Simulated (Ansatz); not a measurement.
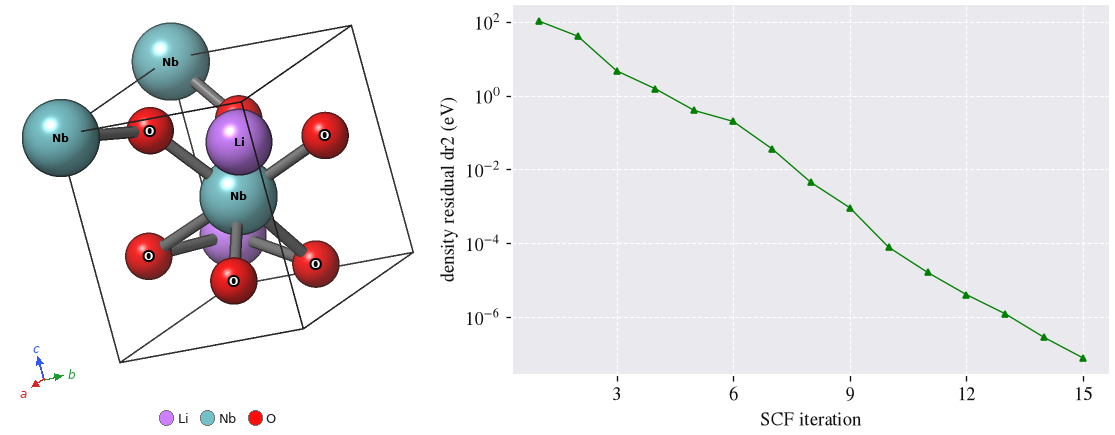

Beside the plot: the structure.

The plot shows the SCF iterations of a calculation: density residual dr2. The starting density is a sum of atomic densities corrected by a trained network.

LiNbO3 (10 atoms in the cell, total charge +10), run with Ansatz.

```
crystal:
  lattice:
    - [2.5948427099, 1.4981331371, 4.6721811297]
    - [-2.5948427099, 1.4981331371, 4.6721811297]
    - [0.0, -2.9962662741, 4.6721811297]
  atoms:
    - { symbol: Li, position: [0.2816289705, 0.2816289705, 0.2816289705] }
    - { symbol: Li, position: [0.7816289705, 0.7816289705, 0.7816289705] }
    - { symbol: Nb, position: [0.004805347, 0.0146509172, -0.0106975362] }
    - { symbol: Nb, position: [0.504805347, 0.5146509172, 0.4893024638] }
    - { symbol: O, position: [0.1105883052, 0.357966267, 0.7210657481] }
    - { symbol: O, position: [0.7210657481, 0.1105883052, 0.357966267] }
    - { symbol: O, position: [0.357966267, 0.7210657481, 0.1105883052] }
    - { symbol: O, position: [0.2210657481, 0.857966267, 0.6105883052] }
    - { symbol: O, position: [0.857966267, 0.6105883052, 0.2210657481] }
    - { symbol: O, position: [0.6105883052, 0.2210657481, 0.857966267] }
basis:
  ecutwfc: 420
kpoints:
  mp_grid: { grid: [6, 6, 6] }
hamiltonian:
  xc: pbe
scf:
  occupations: { method: gaussian, width: 0.05 }
  max_iter: 75
output:
  forces: true
  eigenvalues: true
  stress: true
total_charge: 10
```

Run as:
```bash
ansatz run input.yaml --threads 2 --pin off --max-ram 5120MiB --backend cpu --events-out ev --progress --plain --runs-dir out
```

Was self-consistency reached?

It converged, after 15 iterations. The residual falls at every step. From the first spectrum the program read the system as a metal and chose the LDOS preconditioner.

Is anything amiss with this input?

The input holds a fault (a charge that the system can't hold). The SCF closed all the same, which doesn't make the results meaningful for the real system.
